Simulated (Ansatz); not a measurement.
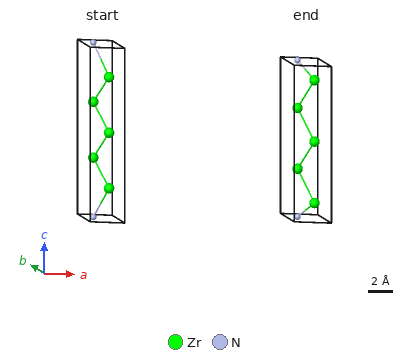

The structure of a crystal of Zr5N (a generated structure, set up in P-6m2) (coarse preliminary run) before (left) and after (right) a relaxation, at one scale.

The picture is a ball-and-stick view of the cell of the calculation, seen slightly off an axis.

Level of theory: Ansatz 0.2.0, DFT PBE, scalar-relativistic, plane waves, PAW. Settings: plane-wave cutoff 420 eV; k-point mesh 6 × 6 × 1; occupations gaussian; smearing width 0.1 eV; no spin polarisation; cell and atoms relaxed; force threshold 0.04 eV/Å; at most 70 steps.

**Summarise the run.**

The largest moves relative to the cell, 1.01 Å, are those of Zr atoms. N stays in place. The volume changes by +3.8 %, with a = b 2.951 → 3.176 Å (+7.6 %), c 15.145 → 13.577 Å (−10.4 %). Among the contacts that change: Zr–Zr 5.500 → 2.919 Å, N–Zr 3.235 → 2.344 Å, Zr–Zr 2.945 → 3.257 Å, Zr–Zr 2.960 → 3.212 Å. New bonds form: Zr–Zr (5.50 → 2.92 Å). The space group stays P-6m2 (No. 187). The energy falls by 1510 meV per atom in 8 accepted moves (9 points after the start). The largest force component goes from 3.7 to 0.022 eV/Å. Pressure: 16.25 GPa at the start and 0.07 GPa at the end. At 1 point the geometry stayed and the basis and grid were re-selected for the new cell (energy shift of 2.3 meV per atom at most each time). The run took 29 s on 1 thread of Intel(R) Xeon(R) Platinum 8375C CPU @ 2.90GHz (Ice Lake), on a shared host, peak memory 0.41 GiB.
